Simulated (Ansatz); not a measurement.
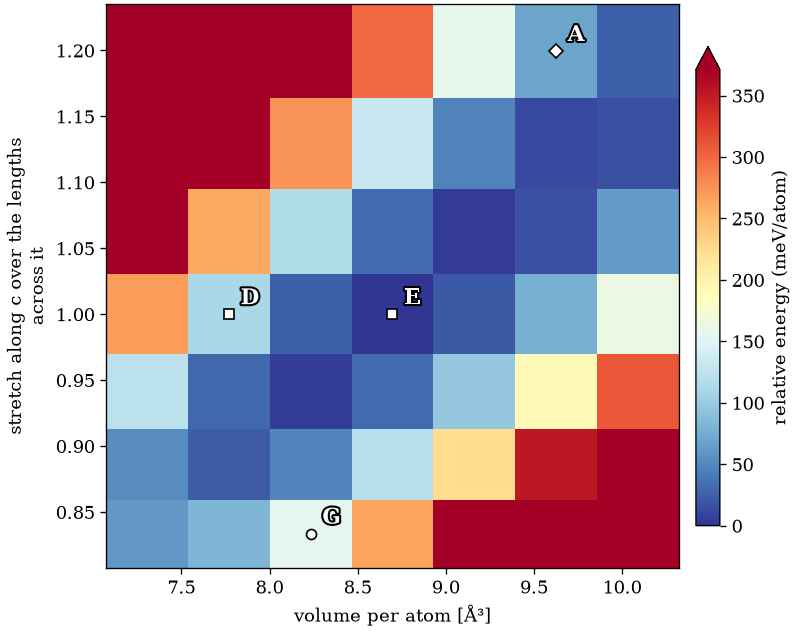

C (Fmmm, No. 69; 2 atoms in the cell). The energy is mapped over volume and the cell's shape. Coordinates scanned: (1) volume per atom; (2) stretch along c over the lengths across it, relative to the relaxed cell. Nothing is relaxed (fractional coordinates fixed). Grid: 7 × 7 points. Points are written as (first, second). Energies are in meV/atom, from the lowest grid point. The lowest point has no gap; 32 points of the grid have one on the k-mesh. The D3 coefficients switch with the coordination numbers inside this range, which puts artificial structure into the map. The calculation used Ansatz 0.2.0, DFT PBEsol+D3(BJ), scalar-relativistic, plane waves, PAW. Settings: cutoff 520 eV, k-mesh 18×18×18, gaussian smearing 0.03 eV, no spin polarisation.

The picture shows one coloured cell a grid point, one colour for all values above the top of the scale, lettered points.

Rank the lettered points by energy, lowest first.

E (0 meV/atom), A (68 meV/atom), D (110 meV/atom), G (154 meV/atom).

PAW datasets: the set soft_1.
